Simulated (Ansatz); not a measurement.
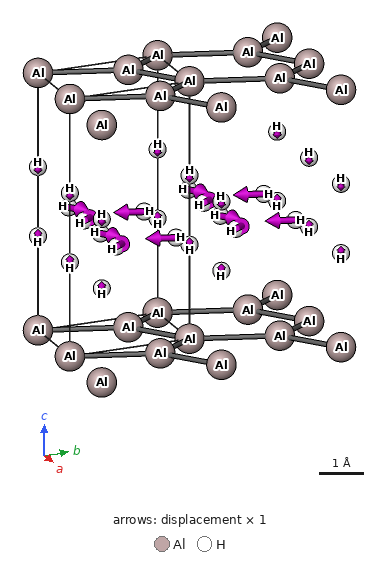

This is a relaxation of solid Al$_{2}$H$_{5}$ (a generated structure, set up in P-6m2) (coarse preliminary run). The starting structure is drawn; purple arrows show the displacements (the part carried along by the change of the cell is left out), at their true length.

The picture is a ball-and-stick view of the cell of the calculation, repeated 2 × 2 × 1 with one cell outlined, seen slightly off an axis.

Level of theory: Ansatz, DFT PBE, scalar-relativistic, plane waves, PAW. (plane-wave cutoff 420 eV; k-point mesh 6 × 6 × 4; occupations gaussian; smearing width 0.1 eV; no spin polarisation; cell and atoms relaxed; force threshold 0.04 eV/Å; at most 70 steps)

Atoms of which element are displaced furthest, and by how much?

Answer. Hydrogen: up to 0.74 Å, against 0.00 Å for aluminium.

Describe the change and its energy.

Answer. The largest moves relative to the cell, 0.74 Å, are those of H atoms. Al stays in place. The volume changes by +11.3 %, with a = b 3.707 → 4.485 Å (+21.0 %), c 6.057 → 4.606 Å (−24.0 %). Some distances before and after: H–H 1.847 → 0.949 Å, H–H 1.631 → 0.897 Å, Al–Al 2.140 → 2.590 Å, Al–H 2.213 → 1.855 Å. The space group stays P-6m2 (No. 187). After 12 accepted moves (15 points after the start) the energy has fallen by 710 meV per atom. Largest force component: 1 eV/Å at the start, 0.013 eV/Å at the end. Pressure: 16.35 GPa at the start and 0.02 GPa at the end. The line search rejected the trial step at point 8 of the run. The SCF was repeated twice at an unchanged geometry on a basis and grid sized afresh for the cell, which shifted the energy by 12.7 meV per atom at most.
